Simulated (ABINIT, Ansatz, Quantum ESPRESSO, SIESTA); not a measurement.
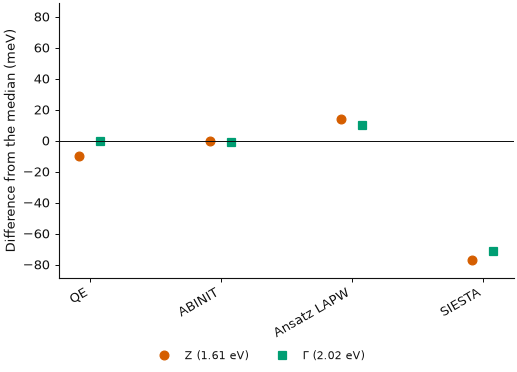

Lowest conduction level at each named k point, counted from the valence-band top at Γ, for SnO, space group P4/nmm (No. 129), 4 atoms in the cell; a = 3.814 Å, c = 4.887 Å (tetragonal axes). Four programs ran PBEsol (no spin polarisation, no spin-orbit coupling) on the same cell and 7×7×6 k mesh. The plot shows each result less the median of the plane-wave and all-electron runs, which the legend gives. The smallest gap over all k points computed is less than these values: 0.35 eV in Ansatz LAPW, from the valence top at Γ to the conduction bottom at (0.429, 0.429, 0) in reduced coordinates.

**What spread should one expect between these programs?**

The plane-wave and all-electron programs (Ansatz LAPW, Quantum ESPRESSO and ABINIT) agree within 25 meV at these points. SIESTA departs by up to −77 meV (at Z).

```
         program          kind  valence electrons  Z (eV)  Γ (eV)
Quantum ESPRESSO   plane waves                 40   1.596   2.015
          ABINIT   plane waves                 40   1.606   2.014
     Ansatz LAPW  all-electron                  –   1.620   2.025
          SIESTA   local basis                 40   1.529   1.944
```

Settings. GBRV 1.5 PBEsol, 925 eV cutoff, Fermi-Dirac smearing of 0.05 eV (Quantum ESPRESSO). PseudoDojo NC SR PBEsol v0.4.1 standard, 1143 eV cutoff, Fermi-Dirac smearing of 0.05 eV (ABINIT). all-electron LAPW, Fermi-Dirac smearing of 0.05 eV (Ansatz 0.2.0). PseudoDojo 0.4 standard (PBEsol files), Fermi-Dirac smearing of 0.05 eV (SIESTA 5.4.2).

LDA, GGA and most meta-GGA functionals understate gaps. The usual form of SnO is litharge (tetragonal). SIESTA: the basis of atomic orbitals isn't converged, which shifts gaps and empty levels.
